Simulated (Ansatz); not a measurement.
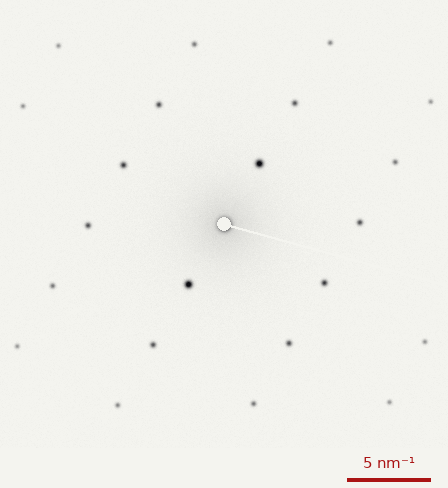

The pattern is a kinematic simulation for 200 kV electrons (no multiple scattering; isotropic B = 0.5 Å²).

It belongs to Al, space group P6_3/mmc (No. 194), a = 2.849 Å, c = 4.739 Å (hexagonal axes). Structure: coordinates from a relaxation at fixed volume with DFT PBE, spin-orbit coupling, plane waves, PAW (Ansatz); the starting structure was generated, so it need not be a known form of this composition.

| atom | site | symmetry | x | y | z |
| --- | --- | --- | --- | --- | --- |
| Al | 2d | -6m2 | 0.3333 | 0.6667 | 0.7500 |

Determine the zone axis from the geometry of the pattern.

Answer. The spots form a rectangular net whose two shortest vectors correspond to d = 2.37 Å and 1.42 Å, 90.0° apart. They index as 0 0 2 and 1 -2 0, so the zone axis is [210] (or an equivalent direction of <210>). The zone [102] gives nearly the same net, so geometry alone does not settle it; this pattern was computed for [210].

Which reflections of this zone are missing, and why?

Answer. A glide plane extinguishes reflections such as 1 -2 -1, 1 -2 1, 1 -2 -3; a screw axis and a glide plane both extinguish reflections such as 0 0 1, 0 0 3, 0 0 5.

List the strongest reflections.

Answer. Strongest reflections with d > 0.80 Å, one of each family (|F|² from tabulated Gaussian fits of the electron scattering factors, times a small damping for the curvature of the Ewald sphere):

| hkl | d (Å) | I (strongest = 100) |
| --- | --- | --- |
| 0 0 2 | 2.369 | 100 |
| 1 -2 0 | 1.425 | 24 |
| 1 -2 2 | 1.221 | 16 |
| 0 0 4 | 1.185 | 14 |
| 1 -2 4 | 0.911 | 6 |
